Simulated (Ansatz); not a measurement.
**Run report: C62N (charge +1), geometry relaxation (part 1 of 2)**

The run: geometry relaxation of C62N (defect cell, 63 atoms in the cell, total charge +1). Method and program: DFT PBEsol, scalar-relativistic, plane waves, PAW, PAW set soft_1, no spin polarisation (Ansatz 0.2.0).

It belongs to a series of runs on one base structure; here: end point B relaxed.

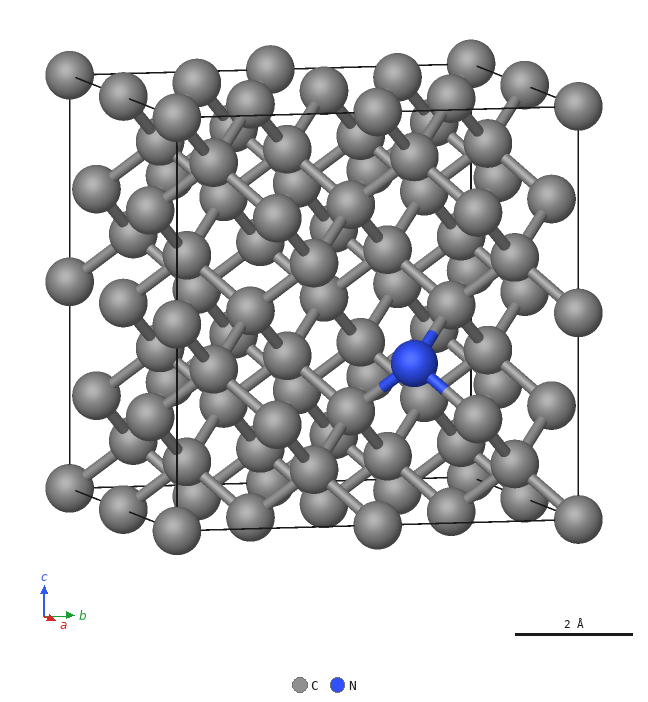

Fig. 1: The structure as given in the input (ball-and-stick view of the cell of the calculation, seen slightly off an axis). An atom can appear more than once, as a periodic image. Near neighbours in the periodic cell (some may lie outside the picture): C has 4 C at 1.55 Å; C has 3 C at 1.55 Å and 1 N at 1.55 Å; C has 3 C at 1.55 Å; N has 3 C at 1.55 Å.

Results in brief:

| quantity | value |
| --- | --- |
| outcome | converged |
| electrons treated | 252 |
| free energy | −15679.9822 eV |
| Fermi energy | 13.757 eV |
| final volume | 363.99 Å³ |
| largest force (length of the vector) at the end | 0.014 eV/Å |
| hardware | 4 threads of Arm Neoverse V1, 24 GiB of memory available, shared host |
| wall time | 28 s (CPU time 1.7 min) |
| peak memory | 1.7 GiB |

Notes:

The program warns: the PAW datasets were made with another functional. The cell is charged and computed with a neutralising background, so its energy and pressure depend on the cell and aren't those of a real crystal.

Input:
```yaml
crystal:
  lattice:
    - [7.14, 0.0, 0.0]
    - [0.0, 7.14, 0.0]
    - [0.0, 0.0, 7.14]
  atoms:
    - { symbol: C, position: [0.5, 0.0, 0.0] }
    - { symbol: C, position: [0.625, 0.125, 0.125] }
    - { symbol: C, position: [0.75, 0.25, 0.0] }
    - { symbol: C, position: [0.875, 0.375, 0.125] }
    - { symbol: C, position: [0.75, 0.0, 0.25] }
    - { symbol: C, position: [0.875, 0.125, 0.375] }
    - { symbol: C, position: [0.0, 0.0, 0.0] }
    - { symbol: C, position: [0.125, 0.125, 0.125] }
    - { symbol: C, position: [0.25, 0.25, 0.0] }
    - { symbol: C, position: [0.375, 0.375, 0.125] }
    - { symbol: C, position: [0.5, 0.5, 0.0] }
    - { symbol: C, position: [0.625, 0.625, 0.125] }
    - { symbol: C, position: [0.75, 0.75, 0.0] }
    - { symbol: C, position: [0.875, 0.875, 0.125] }
    - { symbol: C, position: [0.25, 0.0, 0.25] }
    - { symbol: C, position: [0.375, 0.125, 0.375] }
    - { symbol: C, position: [0.5, 0.25, 0.25] }
    - { symbol: C, position: [0.625, 0.375, 0.375] }
    - { symbol: C, position: [0.75, 0.5, 0.25] }
    - { symbol: C, position: [0.5, 0.0, 0.5] }
    - { symbol: C, position: [0.625, 0.125, 0.625] }
    - { symbol: C, position: [0.75, 0.25, 0.5] }
    - { symbol: C, position: [0.875, 0.375, 0.625] }
    - { symbol: C, position: [0.75, 0.0, 0.75] }
    - { symbol: C, position: [0.875, 0.125, 0.875] }
    - { symbol: C, position: [0.0, 0.5, 0.0] }
    - { symbol: C, position: [0.125, 0.625, 0.125] }
    - { symbol: C, position: [0.25, 0.75, 0.0] }
    - { symbol: C, position: [0.375, 0.875, 0.125] }
    - { symbol: C, position: [0.0, 0.25, 0.25] }
    - { symbol: C, position: [0.125, 0.375, 0.375] }
    - { symbol: C, position: [0.25, 0.5, 0.25] }
    - { symbol: C, position: [0.375, 0.625, 0.375] }
    - { symbol: C, position: [0.5, 0.75, 0.25] }
    - { symbol: C, position: [0.625, 0.875, 0.375] }
    - { symbol: C, position: [0.0, 0.0, 0.5] }
    - { symbol: C, position: [0.125, 0.125, 0.625] }
    - { symbol: C, position: [0.25, 0.25, 0.5] }
    - { symbol: C, position: [0.375, 0.375, 0.625] }
    - { symbol: C, position: [0.5, 0.5, 0.5] }
    - { symbol: C, position: [0.625, 0.625, 0.625] }
    - { symbol: C, position: [0.75, 0.75, 0.5] }
    - { symbol: C, position: [0.875, 0.875, 0.625] }
    - { symbol: C, position: [0.25, 0.0, 0.75] }
    - { symbol: C, position: [0.375, 0.125, 0.875] }
    - { symbol: C, position: [0.5, 0.25, 0.75] }
    - { symbol: C, position: [0.625, 0.375, 0.875] }
    - { symbol: C, position: [0.75, 0.5, 0.75] }
    - { symbol: C, position: [0.875, 0.625, 0.875] }
    - { symbol: C, position: [0.0, 0.75, 0.25] }
    - { symbol: C, position: [0.125, 0.875, 0.375] }
    - { symbol: "N", position: [-0.125, 0.625, 0.375] }
    - { symbol: C, position: [0.125, 0.625, 0.625] }
    - { symbol: C, position: [0.25, 0.75, 0.5] }
    - { symbol: C, position: [0.375, 0.875, 0.625] }
    - { symbol: C, position: [0.0, 0.25, 0.75] }
    - { symbol: C, position: [0.125, 0.375, 0.875] }
    - { symbol: C, position: [0.25, 0.5, 0.75] }
    - { symbol: C, position: [0.375, 0.625, 0.875] }
    - { symbol: C, position: [0.5, 0.75, 0.75] }
    - { symbol: C, position: [0.625, 0.875, 0.875] }
    - { symbol: C, position: [0.0, 0.75, 0.75] }
    - { symbol: C, position: [0.125, 0.875, 0.875] }
total_charge: 1
basis:
  ecutwfc: 420.0
kpoints:
  mp_grid: { grid: [2, 2, 2] }
hamiltonian:
  xc: pbesol
  pseudopotentials: { kind: paw, azcp: { folder: soft_1 } }
scf:
  occupations: { method: gaussian, width: 0.05 }
  lower_state_search: "off"
relax:
  f_tol: 0.03
  max_steps: 60
  adjacent_minimum: "off"
output:
  write_density: true
  write_potential: true
  elf: true
  volumetric_format: npy
```

Run as:
```bash
ansatz run input.yaml --threads 4 --pin off --max-ram 10240MiB --backend cpu --events-out ev --progress --plain --runs-dir out
```

What the program printed:
```
Warning: [file] the record states the generating functional pbe (its physics header spells it `PBE`), which answers neither for hamiltonian.xc's functional nor for the pbesol family's — results may be inconsistent (PPs are generated against a specific XC)
Warning: [file] the record states the generating functional pbe (its physics header spells it `PBE`), which answers neither for hamiltonian.xc's functional nor for the pbesol family's — results may be inconsistent (PPs are generated against a specific XC)
Engine: ansatz 0.2.0, aarch64-unknown-linux-gnu
Pseudopotentials: kind: paw
Pseudopotential: C, paw, valence charge 4, recommended cutoff 420 eV (normal), [file]
Pseudopotential: N, paw, valence charge 5, recommended cutoff 420 eV (normal), [file]
Functional definition: PBEsol
  exchange = pbesol_x
  correlation = pbesol_c
Crystal: 63 atoms, lattice volume = 363.994 Å³
Basis set: ecut = 420 eV, 7123 PW (Γ), exchange–correlation on 96×96×96 points (8 copies of the dense FFT grid, shifted against one another)
Bands: 189, of which v1, the nominal top of the filled ones, is band 126 counted from 1 (125 counted from 0)
Symmetry: 6 space group operations
Space group: R3m (ITA 160), of the structure as read, at distance tolerance 7.1e-5 Å
k-points: 4 of 8
Non-local potential: C, projectors of the file, l = 0: 2, l = 1: 2, l = 2: 1
Non-local potential: N, projectors of the file, l = 0: 2, l = 1: 2, l = 2: 1
PAW form: soft (Blöchl's): semilocal exchange-correlation on the pseudo side does not see the compensation charge
PAW frozen core: C, regenerated for the run's functional, and the local potential with it (the file was generated under x = pbe(κ = 0.804, μ = 0.2195149727645171), c = pbe(β = 0.06672455060314922))
PAW frozen core: N, regenerated for the run's functional, and the local potential with it (the file was generated under x = pbe(κ = 0.804, μ = 0.2195149727645171), c = pbe(β = 0.06672455060314922))
PAW one-centre angular grid: C, 110 points (default); XC on 64 Gauss nodes
PAW one-centre angular grid: N, 110 points (default); XC on 64 Gauss nodes
Initial density: superposition of atomic densities (chi_scale 0.1, normalization cell, long waves kept (reshape's long-wave potential 0.21 eV rms))
Initial wavefunctions: pseudopotential atomic-orbital guess
Functional: x = pbesol(κ = 0.804, μ = 0.12345679012345678), c = pbesol(β = 0.046)
SCF iter   1: F=—  HF=-15697.622205 eV  |F-HF|=—  |Δ(HF+E_count)|=         —  Δρ=1.36e-1  dr2=5.13e1  ethr=3.10e-3  ⟨swp⟩=5.2  Hψ=3128  notcnv=0  defer=96
preconditioner: auto → Resta (q_TF=auto, 2.566 Å⁻¹)  ε∞=4.4  [insulator: Δε(μ)=0.324 eV  Ē_g=16.875 eV  σ=0.050 eV  W_gap=1.00  n_scr=92 (ndim 8)  ℏωp=30.9 eV  f_vac=0.000  D(μ)=0.00/eV (n_scr^D=0)  ε∞_Penn≈4.4]
SCF iter   2: F=—  HF=-15684.613304 eV  |F-HF|=—  |Δ(HF+E_count)|=    1.30e1  Δρ=7.42e-2  dr2=1.58e1  ethr=3.10e-3  ⟨swp⟩=2.0  Hψ=1406  notcnv=0  defer=222
SCF iter   3: F=—  HF=-15678.872492 eV  |F-HF|=—  |Δ(HF+E_count)|=    5.74e0  Δρ=7.69e-3  dr2=2.09e-1  ethr=3.10e-3  ⟨swp⟩=2.5  Hψ=1405  notcnv=0  defer=226
SCF iter   4: F=—  HF=-15678.912424 eV  |F-HF|=—  |Δ(HF+E_count)|=   3.99e-2  Δρ=3.26e-3  dr2=4.44e-2  ethr=8.31e-5  ⟨swp⟩=2.2  Hψ=1065  notcnv=0  defer=226
SCF iter   5: F=—  HF=-15678.904777 eV  |F-HF|=—  |Δ(HF+E_count)|=   7.65e-3  Δρ=9.97e-4  dr2=3.74e-3  ethr=1.76e-5  ⟨swp⟩=2.0  Hψ=682  notcnv=0  defer=226
SCF iter   6: F=—  HF=-15678.906140 eV  |F-HF|=—  |Δ(HF+E_count)|=   1.36e-3  Δρ=2.07e-4  dr2=3.31e-4  ethr=1.49e-6  ⟨swp⟩=2.0  Hψ=708  notcnv=0  defer=226
SCF iter   7: F=-15678.906090 eV  HF=-15678.906104 eV  |F-HF|=1.42e-5  |Δ(HF+E_count)|=   3.57e-5  Δρ=4.73e-5  dr2=1.72e-5  ethr=8.93e-9  ⟨swp⟩=8.8  Hψ=4845  notcnv=0
SCF 1 converged in 7 iterations: F = -15678.906090 eV  dr2 = 1.72e-5
  greatest PAW one-centre occupation: 0.789 electrons in one spin orbital (limit 2), on the N atom at site 51 (counted from 0), in its partial waves of l = 0
relax step   1: F+E_penalty+E_count = -15678.90609013 eV  Δ(F+E_penalty+E_count) = +0.000e0 eV  max|allowed force component| = 2.170e0 eV/Å  Δτ_max = 0.0000 Å  (7 SCF iters, dr2 threshold 2.25e-5 eV, accepted)
Initial density: handed on by an earlier stage of this run
Initial wavefunctions: those handed on with the density
iter 1 solved again at ethr=1.05e-4 eV; its pass at ethr=3.10e-3 eV (dr2=2.66e-1 eV) is discarded
SCF iter   1: F=—  HF=-15679.799462 eV  |F-HF|=—  |Δ(HF+E_count)|=         —  Δρ=1.24e-2  dr2=2.70e-1  ethr=1.05e-4  ⟨swp⟩=2.0  Hψ=2706  notcnv=0  defer=228
preconditioner: auto → Resta (q_TF=auto, 2.566 Å⁻¹)  ε∞=4.4  [insulator: Δε(μ)=0.451 eV  Ē_g=16.763 eV  σ=0.050 eV  W_gap=1.00  n_scr=92 (ndim 8)  ℏωp=30.9 eV  f_vac=0.000  D(μ)=0.00/eV (n_scr^D=0)  ε∞_Penn≈4.4]
SCF iter   2: F=—  HF=-15679.746541 eV  |F-HF|=—  |Δ(HF+E_count)|=   5.29e-2  Δρ=6.00e-3  dr2=5.82e-2  ethr=1.05e-4  ⟨swp⟩=2.5  Hψ=1038  notcnv=0  defer=228
SCF iter   3: F=—  HF=-15679.735511 eV  |F-HF|=—  |Δ(HF+E_count)|=   1.10e-2  Δρ=7.11e-4  dr2=1.00e-3  ethr=2.31e-5  ⟨swp⟩=2.0  Hψ=1102  notcnv=0  defer=228
SCF iter   4: F=—  HF=-15679.735356 eV  |F-HF|=—  |Δ(HF+E_count)|=   1.55e-4  Δρ=8.66e-5  dr2=2.73e-5  ethr=3.97e-7  ⟨swp⟩=2.2  Hψ=1307  notcnv=0  defer=228
iter 5 did not close the SCF: its close was put off for the readings that it lacked (scf_convergence_deferred on its scf_iter line)
SCF iter   5: F=-15679.735352 eV  HF=-15679.735353 eV  |F-HF|=4.42e-7  |Δ(HF+E_count)|=   3.19e-6  Δρ=1.70e-5  dr2=1.12e-6  ethr=1.08e-8  ⟨swp⟩=2.0  Hψ=922  notcnv=0  defer=228
SCF iter   6: F=-15679.735353 eV  HF=-15679.735353 eV  |F-HF|=6.15e-9  |Δ(HF+E_count)|=   1.12e-7  Δρ=3.11e-6  dr2=3.24e-8  ethr=4.43e-10  ⟨swp⟩=7.2  Hψ=4275  notcnv=0
SCF 2 converged in 6 iterations: F = -15679.735353 eV  dr2 = 3.24e-8
  greatest PAW one-centre occupation: 0.780 electrons in one spin orbital (limit 2), on the N atom at site 51 (counted from 0), in its partial waves of l = 0
relax step   2: F+E_penalty+E_count = -15679.73535264 eV  Δ(F+E_penalty+E_count) = -8.293e-1 eV  max|allowed force component| = 8.180e-1 eV/Å  Δτ_max = 0.1181 Å  (6 SCF iters, dr2 threshold 1.00e-4 eV, accepted)
SCF iter   1: F=—  HF=-15679.982951 eV  |F-HF|=—  |Δ(HF+E_count)|=         —  Δρ=5.40e-3  dr2=1.09e-1  ethr=1.55e-4  ⟨swp⟩=4.2  Hψ=1565  notcnv=0  defer=224
preconditioner: auto → Resta (q_TF=auto, 2.566 Å⁻¹)  ε∞=4.4  [insulator: Δε(μ)=0.366 eV  Ē_g=16.780 eV  σ=0.050 eV  W_gap=1.00  n_scr=92 (ndim 8)  ℏωp=30.9 eV  f_vac=0.000  D(μ)=0.00/eV (n_scr^D=0)  ε∞_Penn≈4.4]
SCF iter   2: F=—  HF=-15679.960396 eV  |F-HF|=—  |Δ(HF+E_count)|=   2.26e-2  Δρ=2.60e-3  dr2=2.39e-2  ethr=4.34e-5  ⟨swp⟩=1.8  Hψ=902  notcnv=0  defer=224
SCF iter   3: F=—  HF=-15679.955110 eV  |F-HF|=—  |Δ(HF+E_count)|=   5.29e-3  Δρ=2.64e-4  dr2=2.27e-4  ethr=9.47e-6  ⟨swp⟩=2.0  Hψ=924  notcnv=0  defer=224
iter 4 did not close the SCF: its close was put off for the readings that it lacked (scf_convergence_deferred on its scf_iter line)
SCF iter   4: F=-15679.955078 eV  HF=-15679.955082 eV  |F-HF|=3.57e-6  |Δ(HF+E_count)|=   2.81e-5  Δρ=7.00e-5  dr2=1.24e-5  ethr=9.01e-8  ⟨swp⟩=2.0  Hψ=1033  notcnv=0  defer=224
iter 5 did not close the SCF: its close was put off for the readings that it lacked (scf_convergence_deferred on its scf_iter line)
SCF iter   5: F=-15679.955081 eV  HF=-15679.955081 eV  |F-HF|=5.36e-8  |Δ(HF+E_count)|=   7.31e-7  Δρ=8.94e-6  dr2=3.15e-7  ethr=4.94e-9  ⟨swp⟩=2.5  Hψ=978  notcnv=0  defer=224
SCF iter   6: F=-15679.955081 eV  HF=-15679.955081 eV  |F-HF|=2.42e-9  |Δ(HF+E_count)|=   2.77e-8  Δρ=1.82e-6  dr2=1.09e-8  ethr=1.25e-10  ⟨swp⟩=6.5  Hψ=4040  notcnv=0
[...]
relax step   3: F+E_penalty+E_count = -15679.95508096 eV  Δ(F+E_penalty+E_count) = -2.197e-1 eV  max|allowed force component| = 2.671e-1 eV/Å  Δτ_max = 0.0306 Å  (6 SCF iters, dr2 threshold 4.18e-5 eV, accepted)
preconditioner: auto → Resta (q_TF=auto, 2.566 Å⁻¹)  ε∞=4.4  [insulator: Δε(μ)=0.375 eV  Ē_g=16.775 eV  σ=0.050 eV  W_gap=1.00  n_scr=92 (ndim 8)  ℏωp=30.9 eV  f_vac=0.000  D(μ)=0.00/eV (n_scr^D=0)  ε∞_Penn≈4.4]
relax step   4: F+E_penalty+E_count = -15679.98175036 eV  Δ(F+E_penalty+E_count) = -2.667e-2 eV  max|allowed force component| = 3.258e-2 eV/Å  Δτ_max = 0.0130 Å  (6 SCF iters, dr2 threshold 7.61e-6 eV, accepted)
preconditioner: auto → Resta (q_TF=auto, 2.566 Å⁻¹)  ε∞=4.4  [insulator: Δε(μ)=0.391 eV  Ē_g=16.774 eV  σ=0.050 eV  W_gap=1.00  n_scr=92 (ndim 8)  ℏωp=30.9 eV  f_vac=0.000  D(μ)=0.00/eV (n_scr^D=0)  ε∞_Penn≈4.4]
relax step   5: F+E_penalty+E_count = -15679.98222475 eV  Δ(F+E_penalty+E_count) = -4.744e-4 eV  max|allowed force component| = 9.545e-3 eV/Å  Δτ_max = 0.0023 Å  (6 SCF iters, accepted)
```

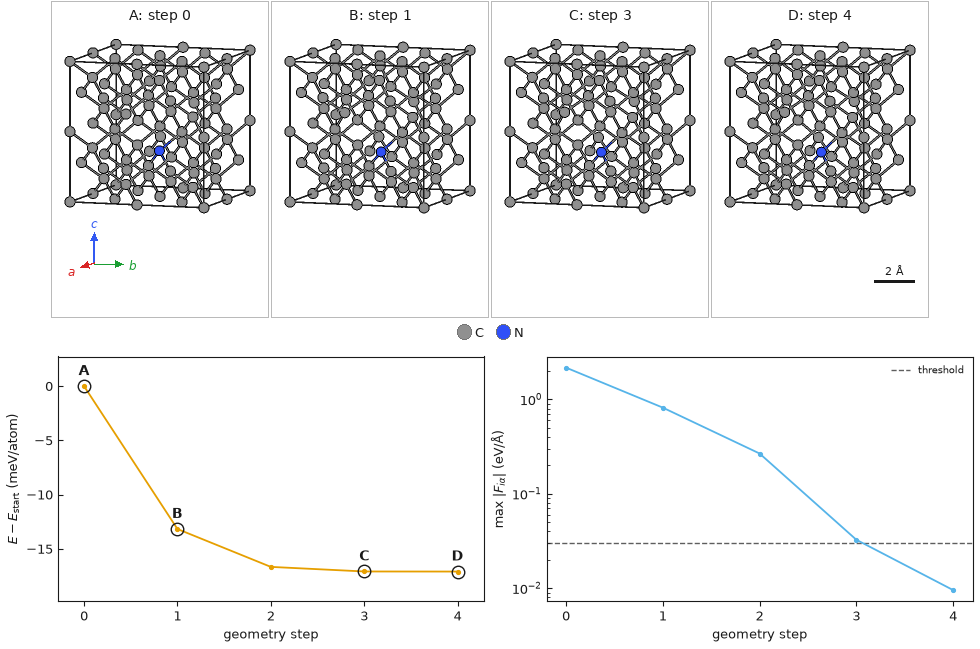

Fig. 2: Frames of the relaxation (ball-and-stick view of the cell of the calculation, seen slightly off an axis) above the curves, on which the letters mark them (the first geometry is step 0 here and step 1 in the log).

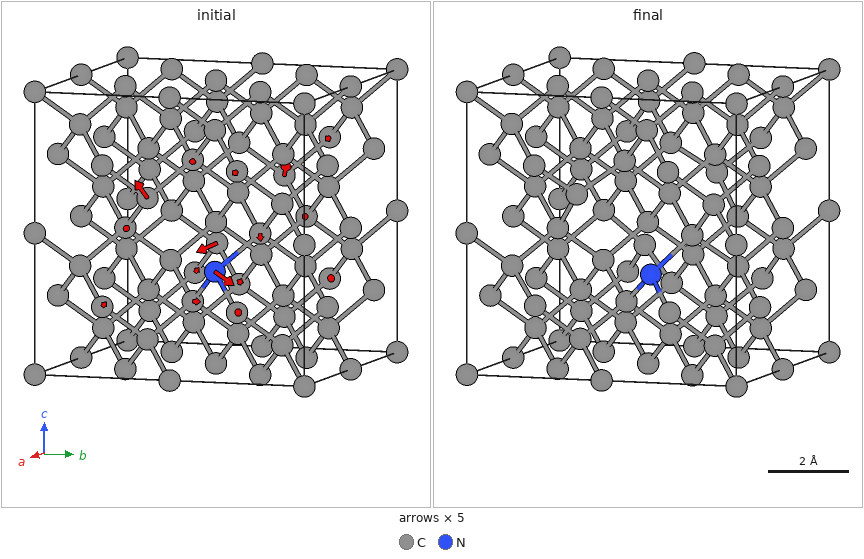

Fig. 3: Before (left) and after (right) the relaxation, at one scale (ball-and-stick view of the cell of the calculation, seen slightly off an axis). The red arrows give the displacements, magnified 5 times. N52 moves most: 0.14 Å. By element the largest moves are N 0.14 Å, C 0.13 Å. The lattice vectors keep their values. Distances before and after: C23–C56 1.546 → 1.479 Å, C19–N52 1.546 → 1.480 Å, C22–C23 1.546 → 1.503 Å, C10–C32 1.546 → 1.585 Å. Among the angles that change: C54–C53–C58 109.5° → 114.9°, C23–C48–C47 109.5° → 104.4°, C16–C38–C31 109.5° → 105.0°. After 4 geometry steps the energy has fallen by 17.1 meV per atom. The largest force component goes from 2.2 to 0.0095 eV/Å. (Atoms are counted from 1 in the order of the input.)

```
NSCF: frozen V_eff on 4 k-points
the band table was solved once a step of the walk had ended and its energy, with any forces and stress, was formed, with the checks that follow a solve (3984 applications of the Hamiltonian). They found nothing against the state; the energy, forces and stress were not computed again (output.eigenvalues in the input reference)
Free energy (F): -15679.982225 eV
Harris-Foulkes:  -15679.982225 eV  (|F-HF|=1.82e-12)
Internal energy: -15679.982225 eV  (E = F + TS)
E sigma→0 (E₀):  -15679.982225 eV
Fermi energy:    13.756559 eV
--- Per-component energies (eV) ---
  E_band       = 995.376048
  E_kinetic    = 5635.228947
  E_local      = -3771.112954  (includes V_loc(G=0)·N_el)
  E_nonlocal   = 1456.348802
  E_hartree    = 930.290414
  E_xc         = -2976.249565
  E_vxc        = -3687.635386  (∫ρ·V_xc dr)
  E_paw        = -6074.575672  (= ΣΔE_a)
  E_vpaw       = -498.036280  (= ΣTr[D̂ρ^β])
  E_aug_tail   = 0.002114  (compensation charges beyond the density's cutoff)
  E_ewald      = -10881.250638
  E_core_change = 1.336329  (= ΣΔE_core)
  E_smearing   = -0.000000  (= −TS)
  E_closure    = 0.000000  (closes the sum)
  E_deformation_potential = 21.140882  (in the stress; not in F)
  Σ components = -15679.982225   (vs F -15679.982225, Δ=0.00e0)
--- Forces (eV/Å), atoms counted from 1 ---
  atom   1  C     -0.00083868     0.00083868    -0.00083868
  atom   2  C     -0.00427725    -0.00500524    -0.00427725
  atom   3  C     -0.00275903    -0.00264391     0.00102848
  atom   4  C     -0.00211118    -0.00263023    -0.00293771
  atom   5  C     -0.00349671    -0.00007164    -0.00349671
  atom   6  C     -0.00076371    -0.00103074    -0.00076371
  atom   7  C      0.00019743    -0.00159016     0.00159016
  atom   8  C      0.00391746     0.00009050    -0.00340724
  atom   9  C      0.00415412    -0.00415412     0.00248941
  atom  10  C     -0.00009050    -0.00391746    -0.00340724
  atom  11  C      0.00159016    -0.00019743     0.00159016
  atom  12  C     -0.00457487     0.00459725    -0.00457487
  atom  13  C     -0.00349671     0.00349671     0.00007164
  atom  14  C     -0.00459725     0.00457487    -0.00457487
  atom  15  C      0.00264391    -0.00102848    -0.00275903
  atom  16  C     -0.00150863     0.00150863    -0.00112050
  atom  17  C      0.00102848    -0.00264391    -0.00275903
  atom  18  C     -0.00293771    -0.00263023    -0.00211118
  atom  19  C     -0.00321399     0.00276502    -0.00321399
  atom  20  C      0.00159016    -0.00159016     0.00019743
  atom  21  C     -0.00340724     0.00009050     0.00391746
  atom  22  C     -0.00375071    -0.00488751     0.00472975
  atom  23  C     -0.00081495     0.00224202    -0.00224202
  atom  24  C     -0.00275903    -0.00102848     0.00264391
  atom  25  C     -0.00112050     0.00150863    -0.00150863
  atom  26  C      0.00117978    -0.00117978     0.00060403
  atom  27  C      0.00263023     0.00211118    -0.00293771
  atom  28  C      0.00264391     0.00275903     0.00102848
  atom  29  C      0.00500524     0.00427725    -0.00427725
  atom  30  C      0.00472975    -0.00488751    -0.00375071
  atom  31  C     -0.00224202     0.00224202    -0.00081495
  atom  32  C      0.00488751    -0.00472975    -0.00375071
  atom  33  C      0.00103074     0.00076371    -0.00076371
  atom  34  C      0.00007164     0.00349671    -0.00349671
  atom  35  C     -0.00457487     0.00457487    -0.00459725
  atom  36  C      0.00117978    -0.00060403     0.00117978
  atom  37  C      0.00077248     0.00210955     0.00077248
  atom  38  C      0.00954452    -0.00954452    -0.00232613
  atom  39  C     -0.00210955    -0.00077248     0.00077248
  atom  40  C      0.00060403    -0.00117978     0.00117978
  atom  41  C     -0.00293771     0.00211118     0.00263023
  atom  42  C     -0.00321399     0.00321399    -0.00276502
  atom  43  C     -0.00211118     0.00293771     0.00263023
  atom  44  C      0.00415412    -0.00248941     0.00415412
  atom  45  C      0.00309051    -0.00309051     0.00309051
  atom  46  C      0.00248941    -0.00415412     0.00415412
  atom  47  C     -0.00340724    -0.00391746    -0.00009050
```
